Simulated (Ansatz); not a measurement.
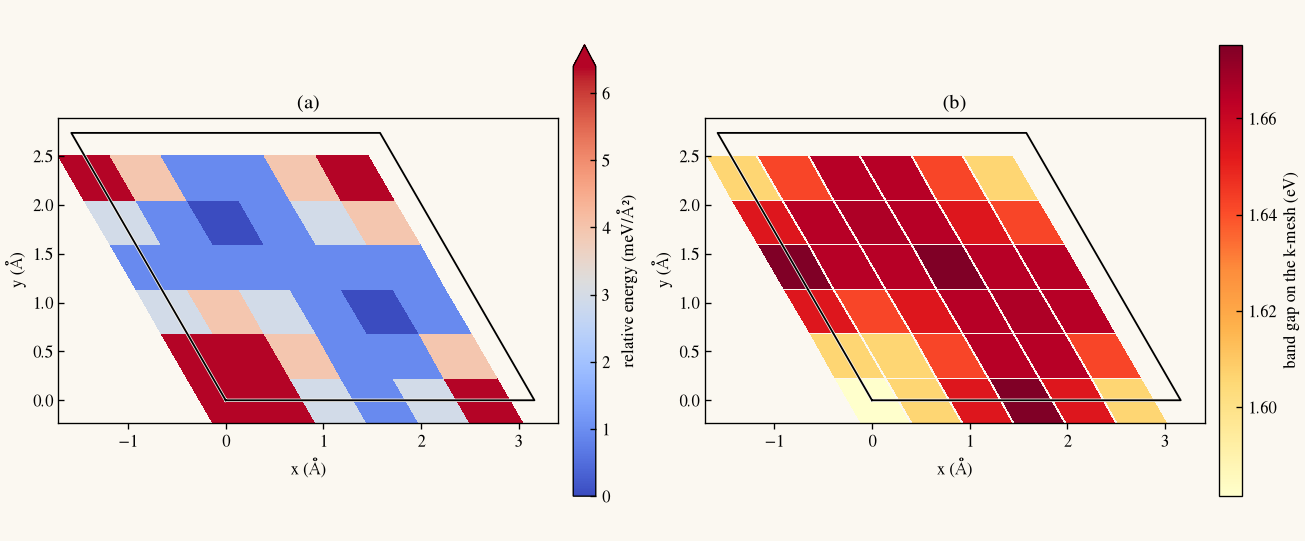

A bilayer of two WS₂ sheets (1H type) (6 atoms in the cell). The upper layer of a bilayer is slid over the lower one; relaxed at each slide: nothing; the origin of the map has S4 above S3; the distance between the facing planes is held at 3.29 Å. Places are given modulo a cell vector. The map is drawn in real space over the plane of the slide. The grid has 6 × 6 points; 7 points were computed and 29 follow by symmetry. All energies are given in meV/Å² relative to the lowest grid point. At a held distance the lowest stacking need not be the one that binds best once the distance relaxes. Method: DFT PBE+D3(BJ), scalar-relativistic, plane waves, PAW (Ansatz). Settings: cutoff 420 eV, k-mesh 9×9×1, gaussian smearing 0.05 eV, no spin polarisation.

Panel (a) is the energy; panel (b) is the computed band gap on the k-mesh, in eV.

In the figure: one coloured cell a grid point, the outline of one cell of the plane, one colour for all values above the top of the scale.

### How does the band gap on the k-mesh vary over the map, and what is it at the lowest grid point?

It runs from 1.58 eV at (0/6, 0/6) of the cell vectors to 1.68 eV at (0/6, 3/6) of the cell vectors. At the lowest grid point, (2/6, 4/6) of the cell vectors, it is 1.67 eV.

| second ↓, first → | 0/6 | 1/6 | 2/6 | 3/6 | 4/6 | 5/6 |
| --- | --- | --- | --- | --- | --- | --- |
| 5/6 | 1.61 | 1.64 | 1.66 | 1.66 | 1.64 | 1.61 |
| 4/6 | 1.65 | 1.66 | 1.67 | 1.66 | 1.65 | 1.64 |
| 3/6 | 1.68 | 1.66 | 1.66 | 1.68 | 1.66 | 1.66 |
| 2/6 | 1.65 | 1.64 | 1.65 | 1.66 | 1.67 | 1.66 |
| 1/6 | 1.61 | 1.61 | 1.64 | 1.66 | 1.66 | 1.64 |
| 0/6 | 1.58 | 1.61 | 1.65 | 1.68 | 1.65 | 1.61 |

PAW datasets: the set soft_1.
